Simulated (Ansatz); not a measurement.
**Single-point calculation, with input and output: Cu**

Cu (Cmme, 2 atoms in the cell), computed with DFT PBEsol, scalar-relativistic, plane waves, PAW, no spin polarisation (Ansatz 0.2.0).

The structure derives from a Materials Project entry. It belongs to a series of runs on one base structure; here: mode 6 (263.4 1/cm) frozen in, largest displacement -0.060 A. Figures and captions count atoms from 1; the log counts them from 0 in places.

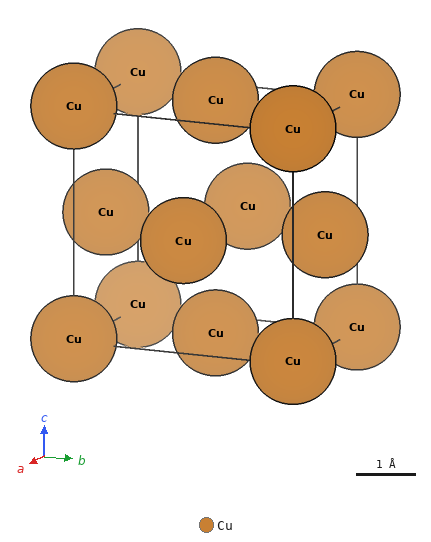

The input geometry (spheres-only view of the cell 2 times as large as that of the calculation, set on its symmetry axes, seen slightly off an axis). An atom can appear more than once, as a periodic image.

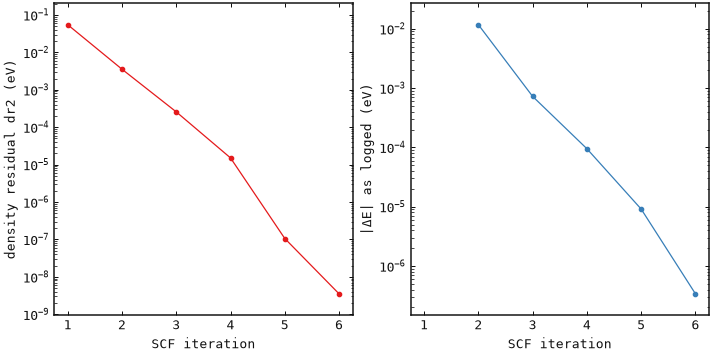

Convergence of the self-consistent field: density residual dr2 and size of the energy change against the SCF iteration. The residual falls at every step.

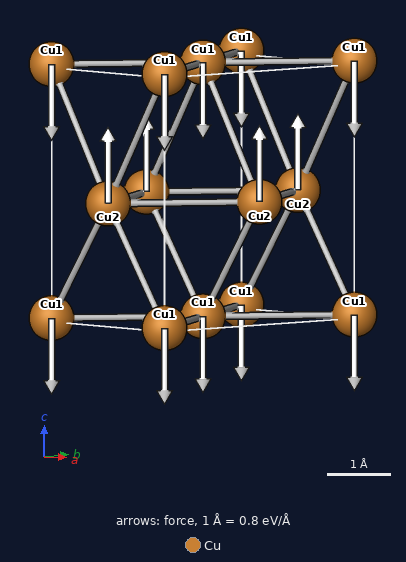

Forces on the atoms as white arrows (ball-and-stick view of the cell 2 times as large as that of the calculation, set on its symmetry axes, seen at an oblique angle; atoms are numbered from 1 in the order of the input). The largest act on Cu1, Cu2 (1.00 eV/Å). The geometry is not a stationary point of this energy.

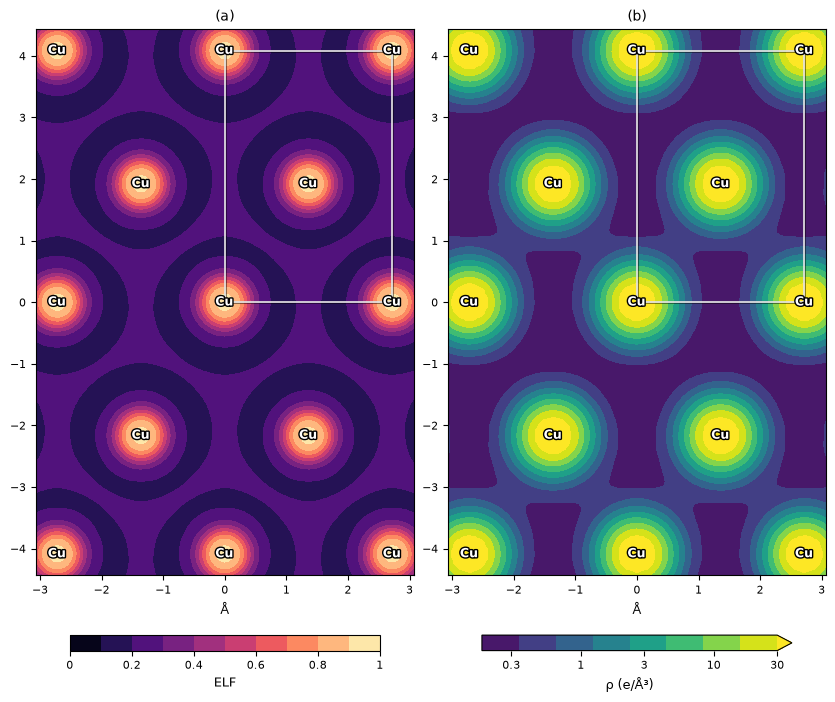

(a) ELF; (b) valence pseudo-density on the (010) plane of the conventional cell. The section cuts through Cu sites. Cu–Cu (2.36 Å): ρ at the midpoint is about 0.38 e/Å³; the ELF is about 0.20 at the midpoint (no shared electron pair). Cu–Cu (2.56 Å): ρ at the midpoint is about 0.26 e/Å³; the ELF is about 0.20 at the midpoint; no shared electron pair. Away from the nuclei the density in this plane falls to 0.18 e/Å³ at its lowest. The strong features right at Cu lie inside the PAW spheres (semicore, d or f shells) and say nothing about bonding. The fields are those of the smooth PAW valence density.

The input and output of the run follow.

Input
```yaml
crystal:
  lattice:
    - [-1.4450917219, 1.4450917219, 1.3600072129]
    - [1.4450917219, -1.4450917219, 1.3600072129]
    - [2.8901834438, 2.8901834438, 0.0]
  atoms:
    - { symbol: Cu, position: [0.0, 0.0, -0.0146794858] }
    - { symbol: Cu, position: [0.5, 0.5, 0.5146794858] }
basis:
  ecutwfc: 420
kpoints:
  mp_grid: { grid: [26, 26, 14] }
hamiltonian:
  xc: pbesol
scf:
  occupations: { method: gaussian, width: 0.15 }
output:
  forces: true
  stress: true
  eigenvalues: true
  write_density: true
  write_potential: true
  elf: true
  volumetric_format: npy
```

Command:
```bash
ansatz run input.yaml --threads 2 --pin off --max-ram 5120MiB --backend cpu --events-out ev --progress --plain --runs-dir out
```

The program's output
```
Engine: ansatz 0.2.0, x86_64-unknown-linux-gnu
Pseudopotentials: kind: paw
Pseudopotential: Cu, paw, valence charge 19, recommended cutoff 420 eV (normal), Cu.paw.azcp
Functional definition: PBEsol
  exchange = pbesol_x
  correlation = pbesol_c
Crystal: 2 atoms, lattice volume = 22.721 Å³
Basis set: ecut = 420 eV, 451 PW (Γ), exchange–correlation on 36×36×60 points (8 copies of the dense FFT grid, shifted against one another)
Bands: 23, of which v1, the nominal top of the filled ones, is band 19 counted from 1 (18 counted from 0)
Symmetry: 8 space group operations
Space group: Cmme (ITA 67), of the structure as read, at distance tolerance 2.8e-5 Å
k-points: 1464 of 9464
Non-local potential: Cu, projectors of the file, l = 0: 3, l = 1: 2, l = 2: 3, l = 3: 1
PAW form: soft (Blöchl's): semilocal exchange-correlation on the pseudo side does not see the compensation charge
PAW frozen core: Cu, regenerated for the run's functional, and the local potential with it (the file was generated under x = pbe(κ = 0.804, μ = 0.2195149727645171), c = pbe(β = 0.06672455060314922))
PAW one-centre angular grid: Cu, 590 points (default); XC on 64 Gauss nodes
Initial density: superposition of atomic densities (neutral atoms: chi_scale 0, normalization atom), corrected by the library's trained network
Initial wavefunctions: pseudopotential atomic-orbital guess
Functional: x = pbesol(κ = 0.804, μ = 0.12345679012345678), c = pbesol(β = 0.046)
SCF iter   1: F=—  HF=-13177.425785 eV  |F-HF|=—  |Δ(HF+E_count)|=         —  Δρ=2.16e-2  dr2=5.49e-2  ethr=1.77e-3  ⟨swp⟩=5.0  Hψ=124159  notcnv=0
preconditioner: auto → none  [metal: Δε(μ)=0.007 eV  Ē_g=10.986 eV  σ=0.150 eV  W_gap=0.03  n_scr=6 (ndim 8)  ℏωp=36.5 eV  f_vac=0.000  D(μ)=0.68/eV (n_scr^D=2)  sad-step TF]
SCF iter   2: F=—  HF=-13177.414072 eV  |F-HF|=—  |Δ(HF+E_count)|=   1.17e-2  Δρ=5.20e-3  dr2=3.55e-3  ethr=1.44e-4  ⟨swp⟩=2.3  Hψ=60288  notcnv=0  defer=28
SCF iter   3: F=—  HF=-13177.413348 eV  |F-HF|=—  |Δ(HF+E_count)|=   7.23e-4  Δρ=1.40e-3  dr2=2.57e-4  ethr=9.33e-6  ⟨swp⟩=1.1  Hψ=33647  notcnv=0  defer=30
SCF iter   4: F=—  HF=-13177.413253 eV  |F-HF|=—  |Δ(HF+E_count)|=   9.48e-5  Δρ=1.47e-4  dr2=1.51e-5  ethr=6.76e-7  ⟨swp⟩=2.6  Hψ=49659  notcnv=0  defer=31
SCF iter   5: F=—  HF=-13177.413244 eV  |F-HF|=—  |Δ(HF+E_count)|=   9.10e-6  Δρ=4.90e-5  dr2=1.06e-7  ethr=3.97e-8  ⟨swp⟩=2.0  Hψ=47635  notcnv=0  defer=31
SCF iter   6: F=-13177.413245 eV  HF=-13177.413245 eV  |F-HF|=2.98e-10  |Δ(HF+E_count)|=   3.39e-7  Δρ=6.64e-6  dr2=3.52e-9  ethr=2.63e-10  ⟨swp⟩=9.3  Hψ=244690  notcnv=0
SCF 1 converged in 6 iterations: F = -13177.413245 eV  dr2 = 3.52e-9
  greatest PAW one-centre occupation: 1.000 electrons in one spin orbital (limit 2), on the Cu atom at site 1 (counted from 0), in its partial waves of l = 0
SCF converged after 6 iterations
Free energy (F): -13177.413245 eV
Harris-Foulkes:  -13177.413245 eV  (|F-HF|=2.98e-10)
Internal energy: -13177.405529 eV  (E = F + TS)
E sigma→0 (E₀):  -13177.409387 eV
Entropy (-TS):   -0.007716 eV (-3.858 meV/atom)
Fermi energy:    17.440932 eV
--- Per-component energies (eV) ---
  E_band       = -694.629083
  E_kinetic    = 601.402571
  E_local      = -7992.470574  (includes V_loc(G=0)·N_el)
  E_nonlocal   = 782.692586
  E_hartree    = 3521.524001
  E_xc         = -178.773990
  E_vxc        = -231.740664  (∫ρ·V_xc dr)
  E_paw        = -3251.995672  (= ΣΔE_a)
  E_vpaw       = -897.558331  (= ΣTr[D̂ρ^β])
  E_aug_tail   = 0.000459  (compensation charges beyond the density's cutoff)
  E_ewald      = -6660.197314
  E_core_change = 0.412404  (= ΣΔE_core)
  E_smearing   = -0.007716  (= −TS)
  E_closure    = -0.000000  (closes the sum)
  Σ components = -13177.413245   (vs F -13177.413245, Δ=0.00e0)
--- Forces (eV/Å), atoms counted from 1 ---
  atom   1  Cu     0.70595382     0.70595382     0.00000000
  atom   2  Cu    -0.70595382    -0.70595382     0.00000000
  max |Σ_I F_I| component: 2.22e-16 eV/Å
--- Stress (GPa, compression-positive) ---
        1.481391       1.155912       0.000000
        1.155912       1.481391      -0.000000
        0.000000       0.000000       1.942976
  P = ⅓ Tr σ = 1.6353 GPa (16.353 kbar)
--- Band table (eV; the first three rows and the last of 1464) ---
  k-point 0: bands = ["-94.9276", "-94.9070", "-52.5118", "-52.4264", "-52.3776", "-52.3743", "-52.3701", "-52.3690", "7.6804", "12.0856", "13.6515", "14.0487", "14.2749", "14.3303", "15.0809", "15.1560", "15.3539", "15.4360", "16.0976", "16.4225", "21.4877", "36.2793", "36.5943"]
  k-point 1: bands = ["-94.9274", "-94.9072", "-52.5103", "-52.4260", "-52.3780", "-52.3743", "-52.3716", "-52.3691", "7.7287", "12.0610", "13.6589", "14.0492", "14.2931", "14.3224", "15.0714", "15.1444", "15.3541", "15.4347", "16.0733", "16.1916", "21.8440", "36.3342", "36.6699"]
  k-point 2: bands = ["-94.9269", "-94.9077", "-52.5059", "-52.4247", "-52.3793", "-52.3760", "-52.3741", "-52.3692", "7.8728", "11.9761", "13.6805", "14.0488", "14.2992", "14.3469", "15.0309", "15.1130", "15.3547", "15.4311", "15.6782", "16.0028", "22.7564", "36.4985", "36.8943"]
  k-point 1463: bands = ["-94.9054", "-94.8964", "-52.4984", "-52.4844", "-52.4593", "-52.4486", "-52.4325", "-52.4010", "12.8476", "12.8794", "13.0636", "13.5188", "14.3452", "14.9085", "14.9387", "14.9749", "15.9410", "16.0194", "19.9691", "20.7638", "22.2534", "22.3756", "30.2624"]
```

Results in brief

| quantity | value |
| --- | --- |
| outcome | converged |
| space group (tolerance 0.01 Å) | Cmme (67) |
| electrons treated | 38 |
| free energy | −13177.4132 eV |
| Fermi energy | 17.441 eV |
| gap on the k-point mesh | none (metallic) |
| pressure | 1.64 GPa |
| largest force (length of the vector) | 0.998 eV/Å |
| hardware | 2 threads of Intel Xeon @ 2.50GHz (Skylake/Cascade Lake), 189 GiB of memory available, shared host |
| wall time | 49 s (CPU time 94 s) |
| peak memory | 0.85 GiB |
